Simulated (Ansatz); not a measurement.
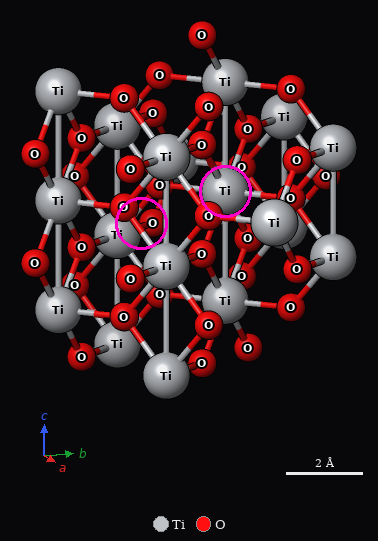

Perfect TiO₂. A ball-and-stick model of the atoms within 5.0 Å of one point, seen slightly off an axis.

All numbers below come from Ansatz, DFT, PBEsol, PAW, plane waves. Set-up: plane-wave cutoff 420 eV; k-point mesh 1 × 1 × 1; mesh shifted by (0.25, 0.25, 0.25); collinear spin. Fermi-Dirac smearing of 0.01 eV. A uniform background neutralises the charged cell. The axes drawn are those of the host's conventional cell.

A titanium atom is replaced by oxygen and an extra titanium atom is put between the host's atoms (an interstitial), the two sites 2.4 Å apart at the ringed places, in charge state +1. The supercell has 72 sites, and the atoms are relaxed at the host's cell.

How do the neighbours respond?

In the host the Ti atom has 6 O at 1.94 to 1.98 Å; the O atom ends with 1 O at 1.34 Å. The Ti atom starts with 4 O at 1.82 Å around its place and ends with 6 O at 1.79 to 2.14 Å. Of the host's atoms, an oxygen atom moves furthest from its site, by 0.69 Å. The O atom itself moves 1.89 Å from where it was put. The Ti atom itself moves 2.34 Å from where it was put. The cell's net moment is 1.00 μB.

The relaxed defect, seen from the same direction:

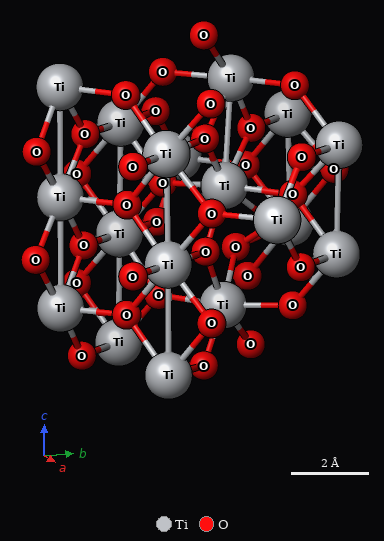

Limits of the set-up: the cell is charged, on a uniform background, and energies carry no finite-size correction.
